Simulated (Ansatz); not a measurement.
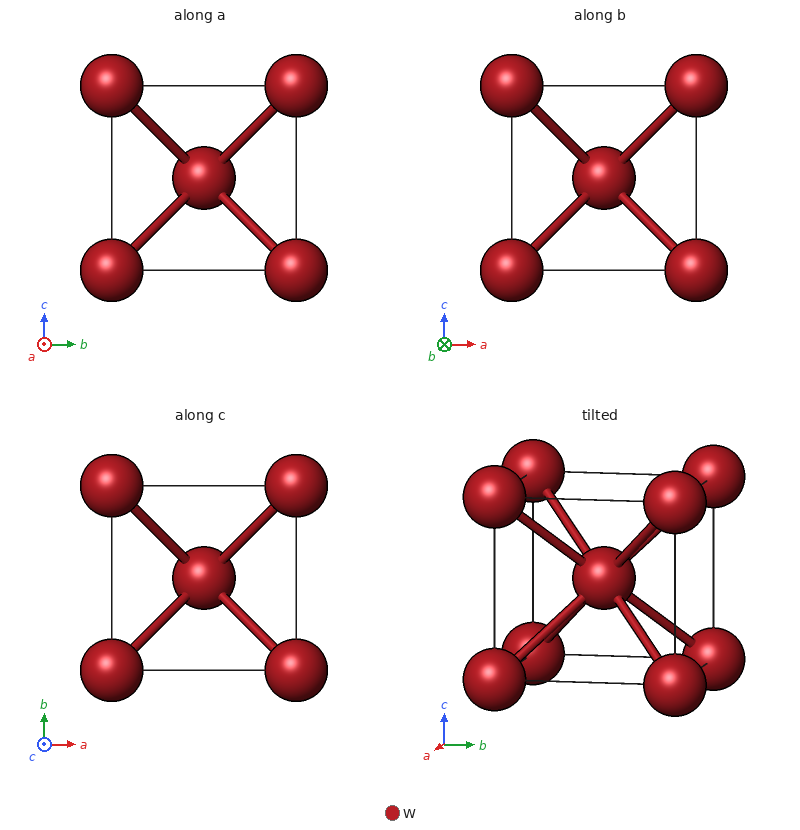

The crystal in a ball-and-stick representation, seen along the a axis, along the b axis, along the c axis and slightly off an axis. One conventional unit cell is framed, with atoms on its boundary repeated.

Lattice parameters: a = 3.154 Å, b = 3.154 Å, c = 3.154 Å, α = 90.00°, β = 90.00°, γ = 90.00°. Put a along x and b in the xy plane.

> Put the structure into a POSCAR file.

```
W
1.0
     3.154    0.000    0.000
     0.000    3.154    0.000
     0.000    0.000    3.154
W
2
Direct
  0.0000 0.0000 0.0000
  0.5000 0.5000 0.5000
```

The starting point was a structure type filled with this element by a generator (whether the element takes this form wasn't checked). The structure drawn was relaxed with DFT PBEsol, scalar-relativistic, plane waves, PAW in Ansatz 0.2.0.
